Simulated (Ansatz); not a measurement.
## A series of single points on YN

System: YN (2 atoms in the cell).
Method: Kohn-Sham DFT of a periodic cell, PBE, Ansatz PAW, no spin polarisation (Ansatz 0.2.0).

The 5 runs differ only in the geometry, by an even scaling of the cell at fixed fractional positions. The structure derives from an entry of the Crystallography Open Database.

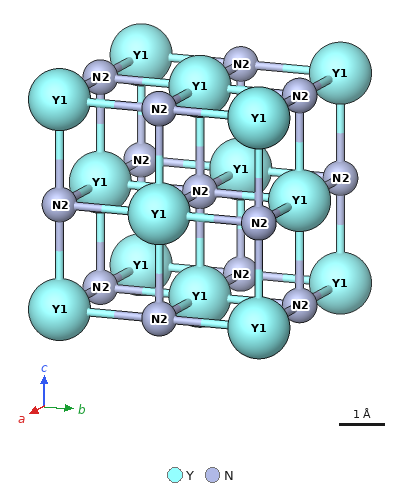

Figure 1. The structure of run 3 (ball-and-stick view of the cell 4 times as large as that of the calculation, set on its symmetry axes, seen slightly off an axis; atoms are numbered from 1 in the order of the input).

**Input of run 3**
```yaml
crystal:
  lattice:
    - [0.0, 2.4385, 2.4385]
    - [2.4385, 0.0, 2.4385]
    - [2.4385, 2.4385, 0.0]
  atoms:
    - { symbol: "Y", position: [0.0, 0.0, 0.0] }
    - { symbol: "N", position: [0.5, 0.5, 0.5] }
hamiltonian:
  xc: pbe
  pseudopotentials: { kind: paw }
kpoints:
  mp_grid: { grid: [9, 9, 9] }
scf:
  occupations: { method: fermi_dirac, width: 0.05 }
output:
  forces: true
  stress: true
  eigenvalues: true
```

Command:
```bash
ansatz run input.yaml --threads 1 --pin off --max-ram 2560MiB --backend cpu --events-out ev --progress --plain --runs-dir out
```

Run 2 differs from it as follows:
```diff
-    - [0.0, 2.4385, 2.4385]
-    - [2.4385, 0.0, 2.4385]
-    - [2.4385, 2.4385, 0.0]
+    - [0.0, 2.4055432573, 2.4055432573]
+    - [2.4055432573, 0.0, 2.4055432573]
+    - [2.4055432573, 2.4055432573, 0.0]
```

**Results, with one run withheld**

| run | volume per atom (Å³) | free energy per atom, from the lowest run given (meV) | pressure (GPa) | gap on the mesh (eV) |
| --- | --- | --- | --- | --- |
| 1 | 13.630 | 49.47 | 15.01 | 0.13 |
| 2 | 13.920 | ? | ? | ? |
| 3 | 14.500 | 2.37 | 2.95 | 0.24 |
| 4 | 14.790 | 0.00 | −0.31 | 0.27 |
| 5 | 15.080 | 3.31 | −3.26 | 0.30 |

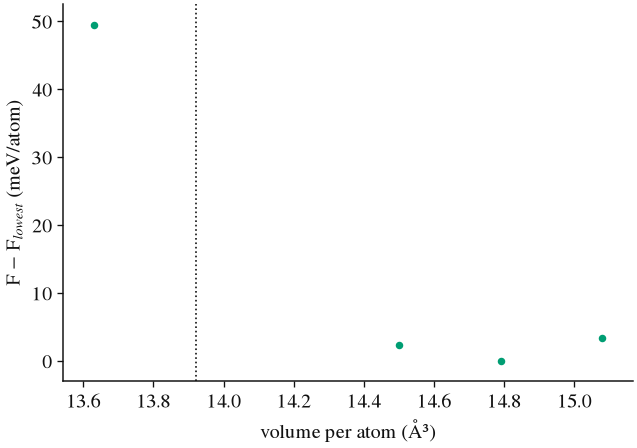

Figure 2. Free energy per atom of the runs given; the dotted line marks run 2.

Estimate the energy of run 2 from the others.

A quadratic polynomial in V^(−2/3) (the Birch–Murnaghan form), fitted to the 4 runs given, misses them by at most 0.01 meV per atom. With x = V^(−2/3) − 0.16831 Å⁻², it reads F = 2.7037 + 2558.3 x + 6.0133e+05 x² (meV per atom). At run 2 it gives 26.41 meV per atom, and the run itself gives 26.35. The slope of the fit gives a pressure −dF/dV of 10.57 GPa there, and the run prints 10.57 GPa. The fit has its minimum at 14.761 Å³ per atom, where V d²F/dV² gives 160 GPa: the bulk modulus at this level, since symmetry fixes the shape and the positions. The gap on the mesh goes, without turning, from 0.13 eV in run 1 to 0.30 eV in run 5; run 2 has 0.17 eV. These are gaps of this functional on this mesh, which can miss the band edges; they aren't the measured gap.

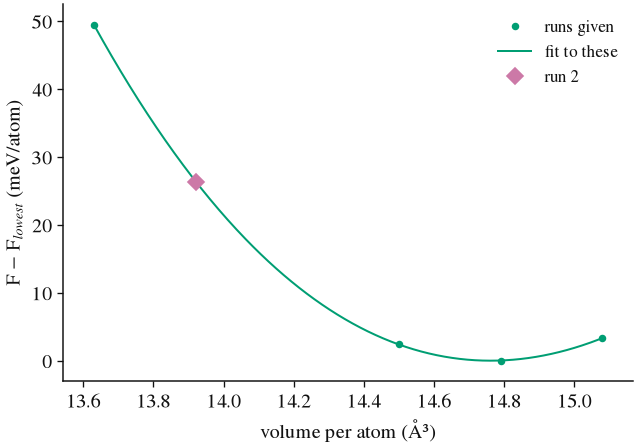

Figure 3. The fit and the withheld run.

**Output, shortened to warnings, some set-up lines, iterations and results (run 2)**
```
Basis set: ecut = 420 eV, 537 PW (Γ), exchange–correlation on 48×48×48 points (8 copies of the dense FFT grid, shifted against one another)
Symmetry: 48 space group operations
k-points: 35 of 729
Initial density: superposition of atomic densities (neutral atoms: chi_scale 0, normalization atom), corrected by the library's trained network
[...]
SCF iter   1: F=—  HF=-4236.027268 eV  |F-HF|=—  |Δ(HF+E_count)|=         —  Δρ=3.64e-4  dr2=1.25e-5  ethr=1.77e-3  ⟨swp⟩=5.3  Hψ=2202  notcnv=0
SCF iter   2: F=—  HF=-4236.027357 eV  |F-HF|=—  |Δ(HF+E_count)|=   8.86e-5  Δρ=2.31e-4  dr2=6.00e-6  ethr=7.79e-8  ⟨swp⟩=3.0  Hψ=1163  notcnv=0
SCF iter   3: F=—  HF=-4236.027363 eV  |F-HF|=—  |Δ(HF+E_count)|=   6.33e-6  Δρ=1.49e-4  dr2=1.84e-6  ethr=3.75e-8  ⟨swp⟩=1.9  Hψ=617  notcnv=0
SCF iter   4: F=-4236.027370 eV  HF=-4236.027369 eV  |F-HF|=9.34e-7  |Δ(HF+E_count)|=   6.35e-6  Δρ=4.44e-5  dr2=8.19e-8  ethr=1.15e-8  ⟨swp⟩=2.0  Hψ=666  notcnv=0
SCF iter   5: F=-4236.027370 eV  HF=-4236.027370 eV  |F-HF|=7.66e-8  |Δ(HF+E_count)|=   1.01e-6  Δρ=2.01e-5  dr2=9.76e-8  ethr=5.12e-10  ⟨swp⟩=2.0  Hψ=701  notcnv=0
SCF iter   6: F=-4236.027370 eV  HF=-4236.027370 eV  |F-HF|=1.71e-8  |Δ(HF+E_count)|=   2.90e-8  Δρ=9.82e-6  dr2=2.25e-8  ethr=5.12e-10  ⟨swp⟩=2.0  Hψ=1421  notcnv=0
SCF 1 converged in 6 iterations: F = -4236.027370 eV  dr2 = 2.25e-8
SCF converged after 6 iterations
Free energy (F): -4236.027370 eV
Harris-Foulkes:  -4236.027370 eV  (|F-HF|=1.71e-8)
Internal energy: -4236.026829 eV  (E = F + TS)
E sigma→0 (E₀):  -4236.027100 eV
Entropy (-TS):   -0.000541 eV (-0.270 meV/atom)
Fermi energy:    12.717895 eV
--- Per-component energies (eV) ---
  E_band       = -37.828403
  E_kinetic    = 440.294477
  E_local      = -581.096051  (includes V_loc(G=0)·N_el)
  E_nonlocal   = 95.038005
  E_hartree    = 179.825805
  E_xc         = -236.573231
  E_vxc        = -279.655978  (∫ρ·V_xc dr)
  E_paw        = -2952.382412  (= ΣΔE_a)
  E_vpaw       = -72.063023  (= ΣTr[D̂ρ^β])
  E_aug_tail   = 0.000099  (compensation charges beyond the density's cutoff)
  E_ewald      = -1181.133520
  E_smearing   = -0.000541  (= −TS)
  E_closure    = 0.000000  (closes the sum)
  Σ components = -4236.027370   (vs F -4236.027370, Δ=0.00e0)
--- Forces (eV/Å), atoms counted from 1 ---
  atom   1  Y     -0.00000000     0.00000000     0.00000000
  atom   2  N      0.00000000    -0.00000000     0.00000000
  max |Σ_I F_I| component: 5.85e-30 eV/Å
--- Stress (GPa, compression-positive) ---
       10.573678      -0.000000      -0.000000
        0.000000      10.573678      -0.000000
       -0.000000      -0.000000      10.573678
  P = ⅓ Tr σ = 10.5737 GPa (105.737 kbar)
```
